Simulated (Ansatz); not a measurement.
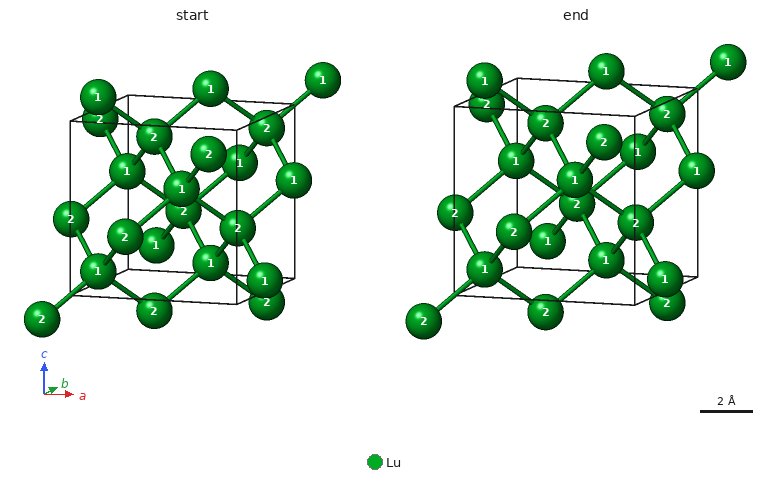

The structure of crystalline Lu (a generated structure, set up in Fd-3m) before (left) and after (right) a relaxation, at one scale.

The picture is a ball-and-stick view of the conventional cell (4 times the calculation's cell), seen slightly off an axis. Lengths and directions refer to the drawn axes.

Phase: diamond.

These are results of DFT, PBE, plane waves (420 eV) with PAW, scalar-relativistic (Ansatz 0.2.0), not measurements.

The input:
```yaml
crystal:
  lattice:
    - [0.0, 3.4148174924, 3.4148174924]
    - [3.4148174924, 0.0, 3.4148174924]
    - [3.4148174924, 3.4148174924, 0.0]
  atoms:
    - { symbol: Lu, position: [0.125, 0.125, 0.125] }
    - { symbol: Lu, position: [0.875, 0.875, 0.875] }
hamiltonian:
  xc: pbe
  pseudopotentials:
    kind: paw
    azcp:
      Lu: "pseudopotentials/Lu.paw.azcp"
basis:
  ecutwfc: 420
  fft_grid_basis: typed
kpoints:
  mp_grid: { grid: [8, 8, 8], shift: [0, 0, 0] }
magnetization:
  spin_polarized: false
scf:
  occupations: { method: fermi_dirac, width: 0.1 }
relax:
  max_steps: 60
  f_tol: 0.01
  cell: {}
```

Command:
```bash
ansatz run input.yaml --threads 1 --pin off --max-ram 3584MiB --backend cpu --events-out ev --progress --plain --runs-dir out
```

### Describe what moved and what it gained.

The atoms keep their places relative to the cell (all moves are under 0.005 Å). The drawn cell changes as follows: a = b = c 6.830 → 7.404 Å (+8.4 %); the volume changes by +27.4 %. Some distances before and after: Lu1–Lu2 2.957 → 3.206 Å. The space group stays Fd-3m (No. 227). Over 3 accepted moves (4 points after the start) the energy falls by 0.206 eV per cell of the calculation. All forces vanish by symmetry, so only the cell relaxes. The pressure goes from 3.12 to 0.03 GPa. At 1 point the geometry stayed and the basis and grid were re-selected for the new cell (energy shift of 6.1 meV per cell of the calculation at most each time). Cost: 33 s on 1 thread of Intel(R) Xeon(R) Platinum 8259CL CPU @ 2.50GHz (Skylake/Cascade Lake) (shared host), peak memory 0.58 GiB.
